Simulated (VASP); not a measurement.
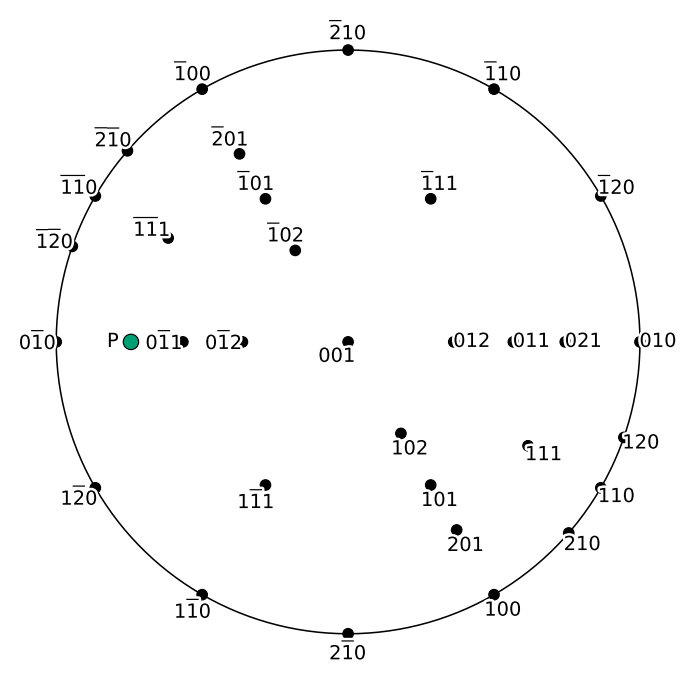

For Si₂W, the end point of a relaxation with VASP Kohn-Sham DFT of a periodic cell, PBEsol, VASP PAW PBE potentials, recommended in VASP 6.6.1: stereographic projection of plane normals (upper hemisphere) centred on (0 0 1). Symmetry computed with spglib at a tolerance of 0.002 Å; standard conventional cell.

a = 4.578 Å, b = 4.578 Å, c = 6.607 Å, α = 90.00°, β = 90.00°, γ = 120.00°.

Q: Index the pole marked P.

A: P is (0 −2 1), in four indices (0 −2 2 1), 73.3° from the centre.

Q: What is the angle between the normals of (−2 0 1) and (1 1 1), and what are their d_hkl = 1/|g|?

A: 133.6°; d = 1.899 Å and 2.163 Å.
